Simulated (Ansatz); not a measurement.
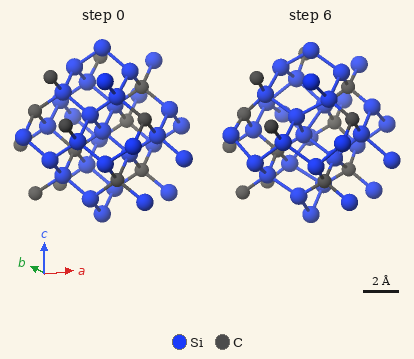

The structure of solid Si48C16 (a generated structure, set up in P1) before (left) and after (right) a relaxation, at one scale.

The picture is a ball-and-stick view of the atoms within 5.8 Å of the atom that moves most (axes of the cell of the calculation), seen slightly off an axis.

All numbers below come from Ansatz, DFT, PBEsol, PAW, plane waves. Set-up: plane-wave cutoff 420 eV; k-point mesh 1 × 1 × 1; mesh shifted by (0.5, 0.5, 0.5); no spin polarisation; cell relaxed at fixed shape; force threshold 0.03 eV/Å; at most 80 steps.

Q: Summarise the run.

A: Over 6 geometry steps the energy falls by 449 meV per atom. The largest force component goes from 6.3 to 0.029 eV/Å. The pressure goes from 4.50 to −0.01 GPa. The atom that moves furthest relative to the cell is a Si atom (0.41 Å along [−1 1 −1]). By element the largest moves are Si 0.41 Å, C 0.27 Å. The volume changes by −3.7 %, with a = b = c 9.926 → 9.803 Å (−1.2 %). Near-neighbour distances that change, for instance: Si–Si 3.496 → 2.952 Å, Si–Si 3.543 → 3.003 Å, Si–Si 3.500 → 2.973 Å, Si–Si 3.524 → 3.008 Å. Among the angles between lasting bonds that change: Si–Si–Si 108.6° → 90.3°, Si–Si–C 109.9° → 124.8°, Si–Si–C 108.5° → 122.4°. The space group stays P1 (No. 1). Cost: 96 s on 7 threads of Arm Neoverse-V2, peak memory 1.7 GiB.
